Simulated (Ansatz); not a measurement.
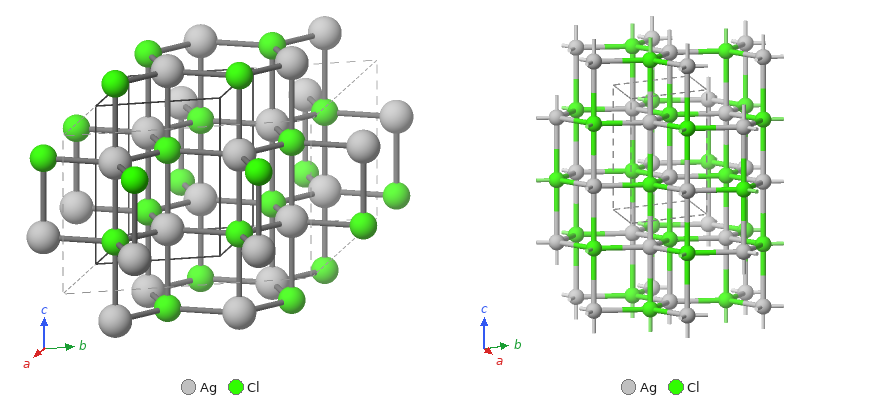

Left: the structure. Right: its underlying net. Nodes are coloured by element. Edges to nodes outside the piece are drawn as stubs.

AgCl (space group P6_3/mmc, No. 194). Coordinates: the input geometry of an electronic-structure calculation (not necessarily at equilibrium); the starting structure was generated, so it need not be a known form of this composition.

Bonds are taken as Ag–Cl below 3.2 Å; no other contact counts. Atoms with one bond or none are removed and atoms with two bonds are replaced by edges, until no such atom is left.

The result is a uninodal 5-connected, three-periodic net: Ag and Cl are 5-connected nodes. It is the bnn net, known from eclipsed honeycomb layers linked along c. It is a single net, without interpenetration.

```
     node  links  point symbol              coordination sequence
Ag and Cl      5         4⁶·6⁴  5 14 29 50 77 110 149 194 245 302
```
